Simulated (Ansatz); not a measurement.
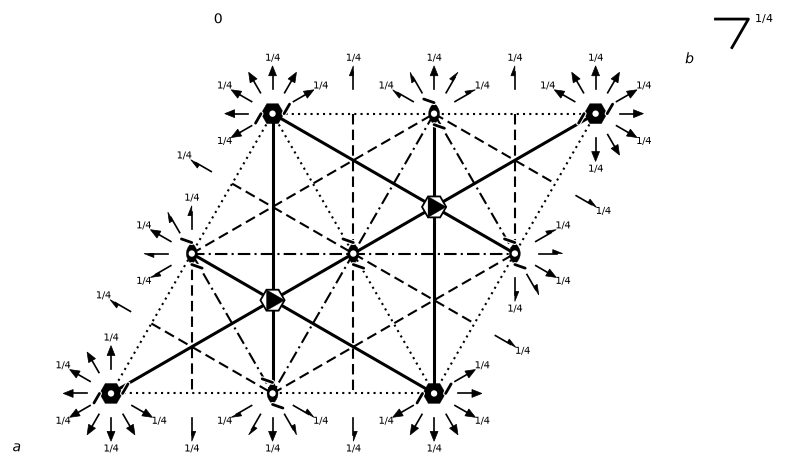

Symmetry elements of a space group, projected down c, computed from the operations of a computed or model structure of composition Ir, which need not be its known form.

Symbols follow the International Tables: origin at the upper left, the third axis towards the viewer; heavy, dashed, dotted, dash-dotted and dash-dot-dot lines are mirror, in-plane glide, out-of-plane glide, diagonal (n; with arrows d) and double (e) glide planes seen edge on; arrows at the rim are 2 (full head) and 2₁ (half head) axes in the plane; the corner sign is a plane parallel to the page; fractions are heights. Handed screw axes carry their printed symbol instead of tails.

Which space group is it?

No. 194, P6_3/mmc; primitive hexagonal, point group 6/mmm, 24 general positions a cell.

List the elements shown.

−6 axes along c at (1/3, 2/3), (2/3, 1/3); 6₃ axes along c at (0, 0); 2₁ axes along c at (0, 1/2), (1/2, 0), (1/2, 1/2); inversion centres at (0, 0), (0, 1/2), (1/2, 0), (1/2, 1/2); mirror planes holding c and [1 2 0] or [2 1 0] or [−1 1 0]; in-plane glide planes holding c and [1 2 0] or [2 1 0] or [−1 1 0]; c glide planes normal to a*, at x = 0; n glide planes normal to a*, at x = 1/2; c glide planes normal to b*, at y = 0; n glide planes normal to b*, at y = 1/2; c glide planes holding c and [1 1 0]; diagonal glide planes holding c and [1 1 0]; a mirror plane normal to c at height 1/4; 2 axes along [1 1 0] at height 0; 2 axes along [1 2 0] at height 1/4; 2 axes along [2 1 0] at height 1/4; 2 axes along [−1 1 0] at height 1/4; 2 axes along a at height 0; 2 axes along b at height 0; 2₁ axes along [1 1 0] at height 0; 2₁ axes along [1 2 0] at height 1/4; 2₁ axes along [2 1 0] at height 1/4; 2₁ axes along [−1 1 0] at height 1/4; 2₁ axes along a at height 0; 2₁ axes along b at height 0. Heights repeat every half period; positions are (a, b) fractions, modulo 1.

Write the general positions (in any order).

x, y, z; −x, −y, −z; x−y, x, z+1/2; −x+y, −x, −z+1/2; −y, x−y, z; y, −x+y, −z; −x, −y, z+1/2; x, y, −z+1/2; −x+y, −x, z; x−y, x, −z; y, −x+y, z+1/2; −y, x−y, −z+1/2; −y, −x, −z+1/2; y, x, z+1/2; −x, −x+y, −z; x, x−y, z; −x+y, y, −z+1/2; x−y, −y, z+1/2; y, x, −z; −y, −x, z; x, x−y, −z+1/2; −x, −x+y, z+1/2; x−y, −y, −z; −x+y, y, z
